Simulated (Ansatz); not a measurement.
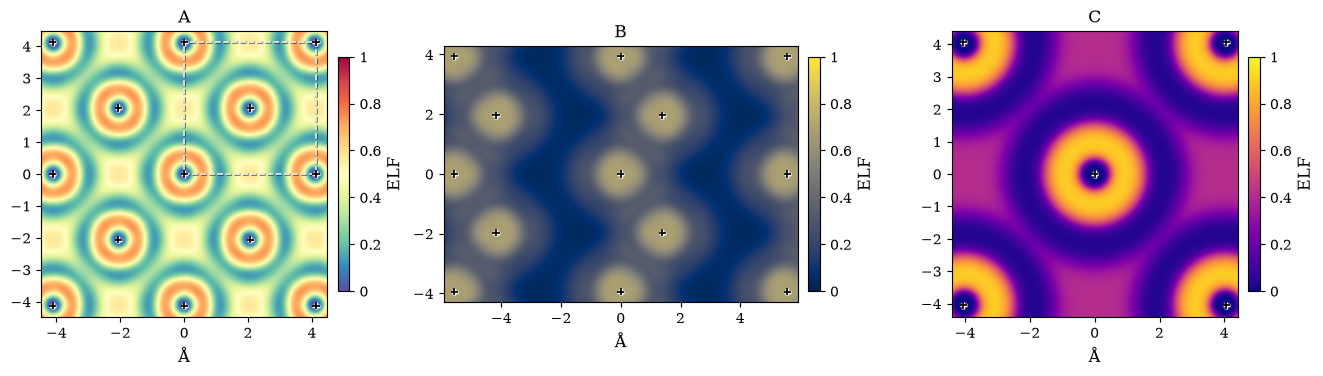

The electron localisation function of 3 systems, each on a plane through atoms (crosses mark nuclei in the plane).

Method: Ansatz, DFT, revPBE, plane waves (420 eV) with PAW, scalar-relativistic.

System 1: Pt, the (101) plane of the conventional cell. Space group Fd-3m; set up as Pt, diamond; a generated structure, not necessarily the stable one; changed on purpose from its base cell (volume × 0.88); computed pressure about 19 GPa in this cell.

System 2: Ta, the (010) plane of the conventional cell. Space group Fm-3m; set up as Ta, fcc; a generated structure, not necessarily the stable one; changed on purpose from its base cell (volume × 0.92); computed pressure about 18 GPa in this cell; computed without spin polarisation.

System 3: Cs, the (100) plane of the conventional cell. Space group Fm-3m; set up as Cs, fcc; a generated structure, not necessarily the stable one; changed on purpose from its base cell (volume × 1.04); computed without spin polarisation.

Match each panel to its system.

Answer. Panel A is system 2, Ta: the plane holds Ta. Ta–Ta (2.92 Å): the ELF is about 0.30 at the midpoint: no shared electron pair shows on this line. Panel B is system 1, Pt: the plane holds Pt. Pt–Pt (2.41 Å): the ELF is about 0.30 at the midpoint. Panel C is system 3, Cs: the plane holds Cs. Cs–Cs (5.74 Å): the ELF is about 0.20 at the midpoint; no localised pair shows between them.
